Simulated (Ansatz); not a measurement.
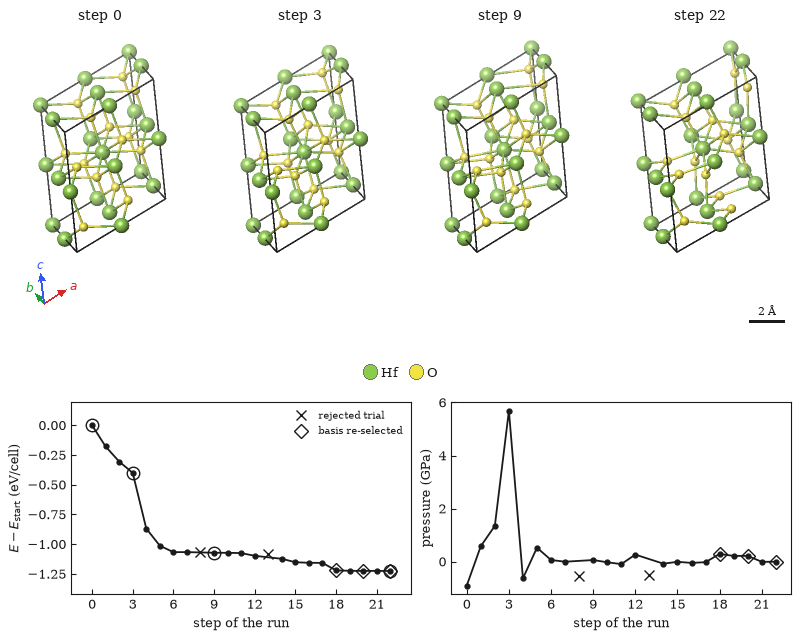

Frames of a relaxation of solid Hf8O15 (a generated structure, set up in P1) (coarse preliminary run), marked on the history of the run. The picture is a ball-and-stick view of the cell of the calculation, reduced to other axes, seen slightly off an axis. Lengths and directions refer to the drawn axes.

Case: 1 of 16 O atoms taken out at random.

The calculation used Ansatz, DFT PBE, scalar-relativistic, plane waves, PAW. Set-up: plane-wave cutoff 420 eV; k-point mesh 2 × 2 × 2; occupations gaussian; smearing width 0.1 eV; mesh shifted by (0.5, 0.5, 0.5); no spin polarisation; cell and atoms relaxed; force threshold 0.04 eV/Å; at most 50 steps.

What happens along the run?

Answer. After 17 accepted moves (22 points after the start) the energy has fallen by 1.225 eV per cell of the calculation. Largest force component: 0.86 eV/Å at the start, 0.0054 eV/Å at the end. Pressure: −0.90 GPa at the start and 0.00 GPa at the end. The line search rejected the trial steps at points 8, 13 of the run. The SCF was repeated 3 times at an unchanged geometry on a basis and grid sized afresh for the cell, which shifted the energy by 63.2 meV per cell of the calculation at most. The atom that moves furthest relative to the cell is an O atom (0.55 Å roughly along [2 −1 0]). Largest moves by element: O 0.55 Å, Hf 0.30 Å. Cell: a 7.209 → 7.299 Å (+1.2 %), b 7.209 → 6.941 Å (−3.7 %), c 7.209 → 7.303 Å (+1.3 %), α 60.0° → 61.6°, β 60.0° → 62.1°, γ 60.0° → 61.6°. Volume +2.7 %. Near-neighbour distances that change, for instance: Hf–O 2.217 → 3.094 Å, Hf–O 2.202 → 2.987 Å, Hf–O 2.222 → 2.987 Å, Hf–O 2.239 → 2.908 Å. Bonds break, among them: Hf–O (2.20 → 2.97 Å), Hf–O (2.20 → 2.99 Å), Hf–O (2.21 → 2.99 Å), Hf–O (2.22 → 2.99 Å). Among the angles between lasting bonds that change: O–Hf–O 179.2° → 153.1°, O–Hf–O 111.7° → 87.3°, O–Hf–O 179.2° → 155.1°. The space group (tolerance 0.01 Å) goes from P1 (No. 1) to Cm (No. 8). From step 0 to 3: O atoms move most (0.26 Å), volume −1.4 %, energy −0.400 eV per cell of the calculation. From step 3 to 9: an O atom moves most (0.29 Å), volume +3.6 %, energy −0.672 eV per cell of the calculation. From step 9 to 22: an O atom moves most (0.32 Å), volume +0.6 %, energy −0.154 eV per cell of the calculation.
